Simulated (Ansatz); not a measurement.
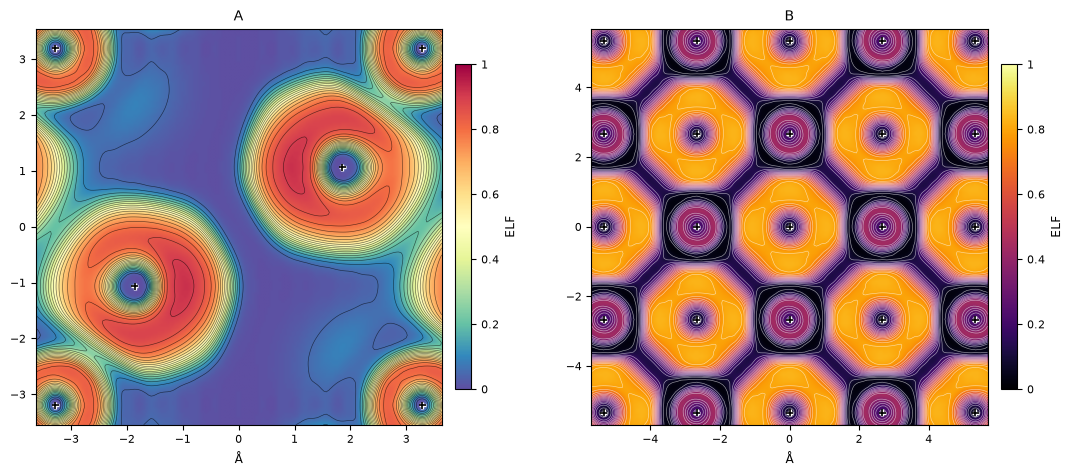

The electron localisation function of 2 systems, each on a plane through atoms (crosses mark nuclei in the plane).

All numbers below come from Ansatz 0.2.0, Kohn-Sham DFT of a periodic cell, PBE0, Ansatz PAW.

System 1: ZrS₂, the (110) plane of the conventional cell. Space group P-3m1; a structure from a database of computed crystals, not necessarily the ambient phase.

System 2: MgSe, the (100) plane of the conventional cell. Space group Fm-3m; computed pressure about 6 GPa in this cell.

```
CELL_PARAMETERS angstrom
5.33972 0.00000 0.00000
0.00000 5.33972 0.00000
0.00000 0.00000 5.33972
ATOMIC_POSITIONS crystal
Se 0.50000 0.00000 0.00000
Se 0.00000 0.50000 0.00000
Se 0.00000 0.00000 0.50000
Se 0.50000 0.50000 0.50000
Mg 0.00000 0.00000 0.00000
Mg 0.50000 0.50000 0.00000
Mg 0.50000 0.00000 0.50000
Mg 0.00000 0.50000 0.50000
```

Match each panel to its system.

Answer. Panel A is system 1, ZrS₂: the plane holds Zr and S. Zr–S (2.56 Å): the ELF peaks at about 0.85 in the valence shell of S, 0.8 Å from its nucleus, and is about 0.40 at the midpoint. Panel B is system 2, MgSe: the plane holds Se and Mg. Mg–Se (2.67 Å): the ELF is about 0.80 at the midpoint; a closed-shell, largely ionic contact.
